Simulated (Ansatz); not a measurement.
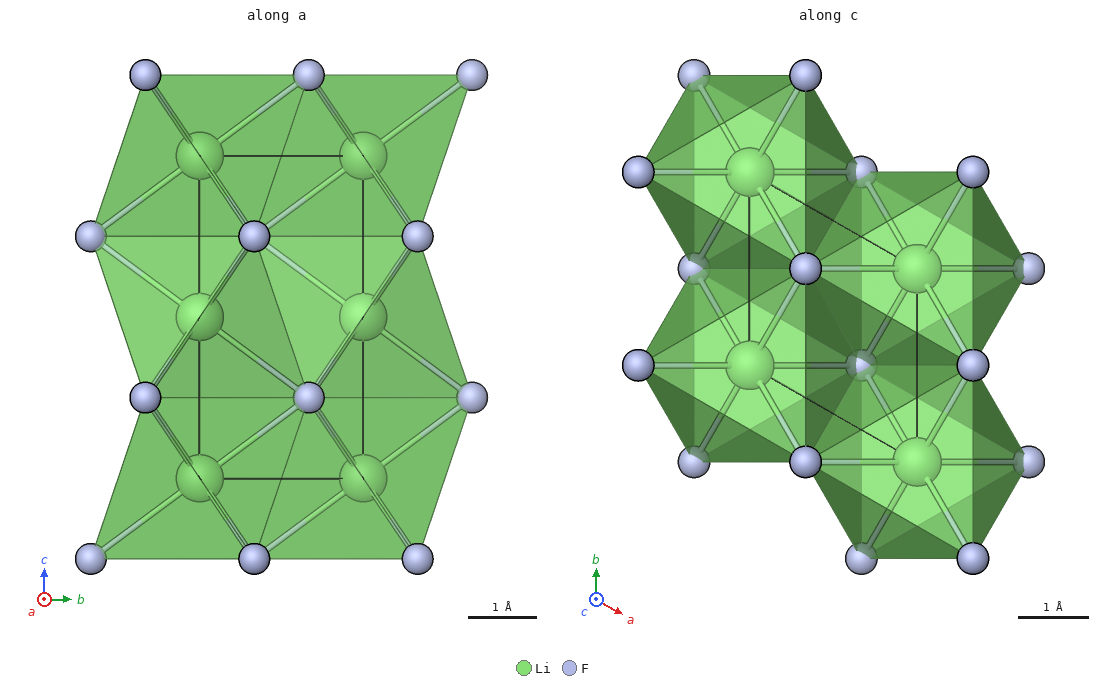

Structure drawing (polyhedral), viewed along the a axis and along the c axis. The wireframe shows the conventional unit cell. A few atoms beyond the faces are included.

LiF, space group P6_3/mmc (No. 194), a = 2.78 Å, b = 2.78 Å, c = 4.75 Å, α = 90.00°, β = 90.00°, γ = 120.00°.

All computed values are from DFT, HSE06, plane waves, PAW (Ansatz 0.2.0). Settings: plane waves up to 420 eV, a 9×9×4 k-point mesh, no spin polarisation.

> How large a gap does the method give, if there is one?

An insulator at this level, with a gap of 11.64 eV, direct.

> Would the cell expand or shrink if it could?

The computed pressure is 1.8 GPa (compressed: it would expand). The stress isn't hydrostatic: its largest component is 2.8 GPa.

The structure was taken from a structure type filled with these elements by a generator (whether the compound takes this form wasn't checked). The cell was then strained or its atoms displaced on purpose. It went into a calculation with Ansatz.
